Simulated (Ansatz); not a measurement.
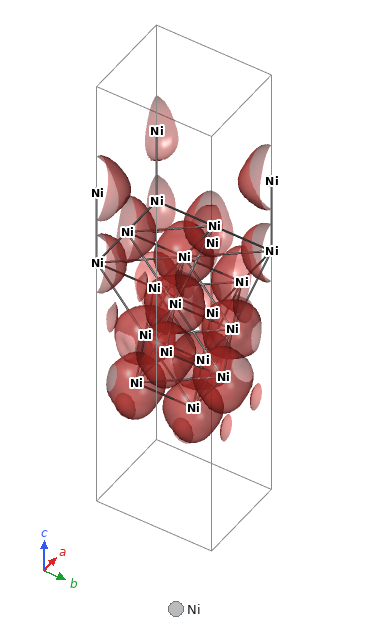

Ni (slab). Isosurface of the spin density (up minus down) at +0.03 e/Å³ (red), seen at an oblique angle. Sticks mark near contacts.

A point of a scan over the structure, not its minimum; not relaxed (largest force 1.3 eV/Å); the SCF solution may not be the lowest one; PAW files of the earlier set (soft_1); spin-polarised.

Level of theory: DFT PBE, scalar-relativistic, plane waves, PAW (Ansatz).

Core electrons are frozen (PAW), and the valence fields are smoothed inside the atomic spheres.

### Describe the spin distribution.

The spin density sits on Ni: +0.8 μB (×13) in one cell of 13 atoms: parallel main moments (a ferromagnetic arrangement) in this solution. The cell of the calculation (13 atoms) carries 9.5 μB of net spin moment.
